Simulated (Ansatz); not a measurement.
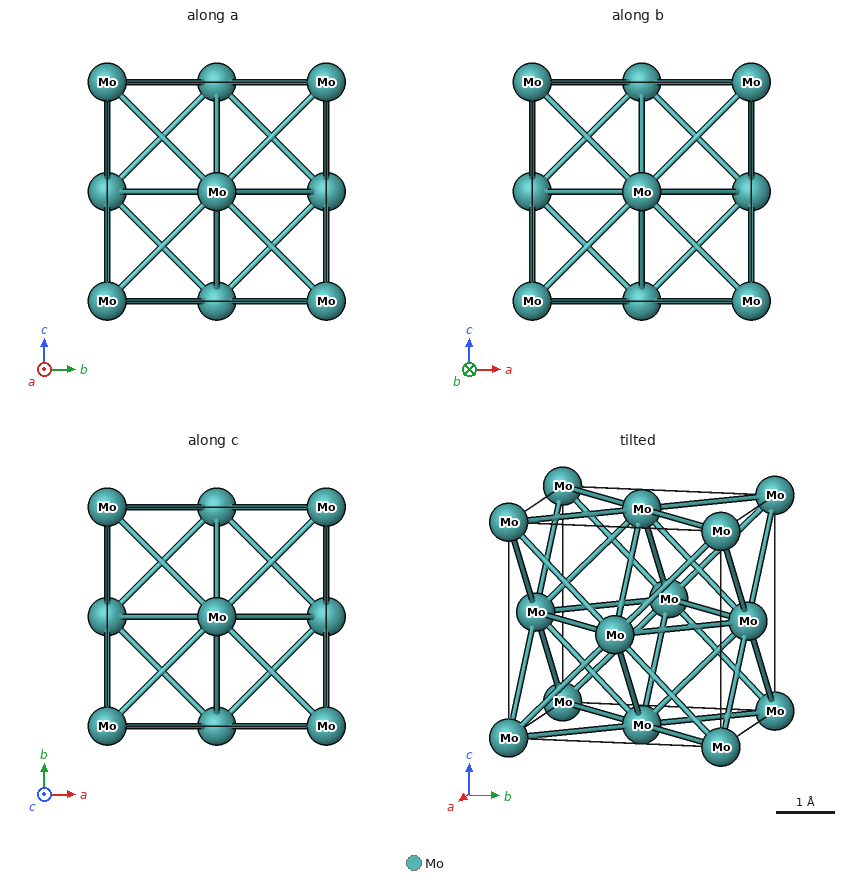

Structure drawing (ball-and-stick), viewed along the a axis, along the b axis, along the c axis and slightly off an axis. The edges of the conventional unit cell are marked.

Lattice parameters: a = 3.8361 Å, b = 3.8361 Å, c = 3.8361 Å, α = 90.000°, β = 90.000°, γ = 90.000°.

**Give the atomic positions as a CIF in P1 with every atom of the cell.**

```cif
data_structure
_symmetry_space_group_name_H-M 'P 1'
_symmetry_Int_Tables_number 1
_cell_length_a 3.8361
_cell_length_b 3.8361
_cell_length_c 3.8361
_cell_angle_alpha 90.000
_cell_angle_beta 90.000
_cell_angle_gamma 90.000
_cell_volume 56.45
loop_
_atom_site_label
_atom_site_type_symbol
_atom_site_fract_x
_atom_site_fract_y
_atom_site_fract_z
_atom_site_occupancy
Mo1 Mo 0.0000 0.0000 0.0000 1
Mo2 Mo 0.0000 0.5000 0.5000 1
Mo3 Mo 0.5000 0.0000 0.5000 1
Mo4 Mo 0.5000 0.5000 0.0000 1
```

Origin of the cell: a structure type filled with this element by a generator (whether the element takes this form wasn't checked). Earlier steps of the study may have refined or changed the cell and positions. Ansatz was used for an electronic-structure calculation on it.

At this level of theory the cell isn't at rest (compressed, at 40 GPa), so its distances can differ from those at equilibrium, the more so the softer the solid.
